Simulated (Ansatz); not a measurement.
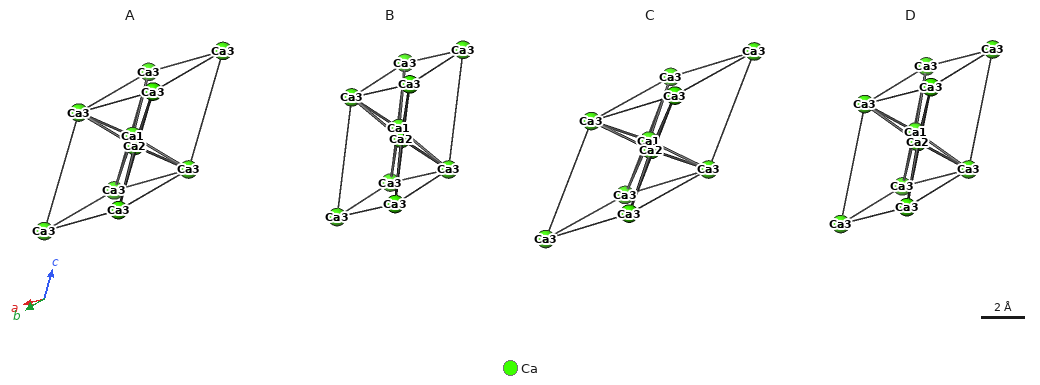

4 geometries from one relaxation of solid Ca (a generated structure, set up in I4/mmm) (coarse preliminary run), in shuffled order. Style: ball-and-stick. Shown: the cell of the calculation, from a free direction.

These are results of DFT PBE, scalar-relativistic, plane waves, PAW (Ansatz 0.2.0), not measurements. Set-up: plane-wave cutoff 420 eV; k-point mesh 4 × 4 × 4; occupations gaussian; smearing width 0.1 eV; no spin polarisation; cell and atoms relaxed; force threshold 0.04 eV/Å; at most 70 steps.

Q: Put them in the order of the run, from the start to the converged end.

A: B, D, A, C. They are steps 0, 3, 6, 12, at +408 meV per atom, +129 meV per atom, +35.0 meV per atom relative to the last. After 10 accepted moves (12 points after the start) the energy has fallen by 408 meV per atom. All forces vanish by symmetry, so only the cell relaxes. The pressure goes from 1.81 to 0.01 GPa. At 2 points the geometry stayed and the basis and grid were re-selected for the new cell (energy shift of 12.5 meV per atom at most each time). No atom moves by more than 0.005 Å relative to the cell. The drawn cell changes as follows: a = b = c 5.765 → 6.046 Å (+4.9 %), α 104.5° → 119.1°, β 104.5° → 119.1°, γ 120.0° → 91.6°; the volume changes by +10.2 %. Among the contacts that change: Ca1–Ca2 2.884 → 4.215 Å, Ca1–Ca3 3.813 → 3.719 Å. Bond angles that change, for instance: Ca3–Ca1–Ca3 135.6° → 111.0°, Ca2–Ca1–Ca3 67.8° → 55.5°, Ca2–Ca1–Ca3 112.2° → 124.5°. The space group stays I4/mmm (No. 139). Cost: 57 s on 1 thread of Intel(R) Xeon(R) Processor @ 2.50GHz (Skylake/Cascade Lake) (shared host), peak memory 0.41 GiB.
